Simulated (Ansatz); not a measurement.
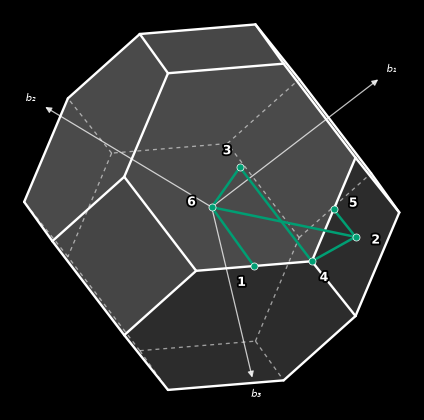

Crystal: Be, the input geometry of an electronic-structure calculation (not necessarily at equilibrium); the starting structure was generated, so it need not be a known form of this composition. The first Brillouin zone of a face-centred cubic lattice (cF; extended symbol cF2) is drawn with its special points numbered. Symmetry computed with spglib at a tolerance of 0.002 Å; standard conventional cell.

a = 4.875 Å, b = 4.875 Å, c = 4.875 Å, α = 90.00°, β = 90.00°, γ = 90.00°.

Labels and path follow the convention of Hinuma et al. (2017), as computed by seekpath; the arrows show the directions of the reciprocal primitive vectors b₁, b₂, b₃, in which coordinates are given.

Which special point is each number?

Answer.
| no. | label | coordinates |
| --- | --- | --- |
| 1 | K | (3/8, 3/8, 3/4) |
| 2 | X | (1/2, 0, 1/2) |
| 3 | L | (1/2, 1/2, 1/2) |
| 4 | W | (1/2, 1/4, 3/4) |
| 5 | U | (5/8, 1/4, 5/8) |
| 6 | Γ | (0, 0, 0) |
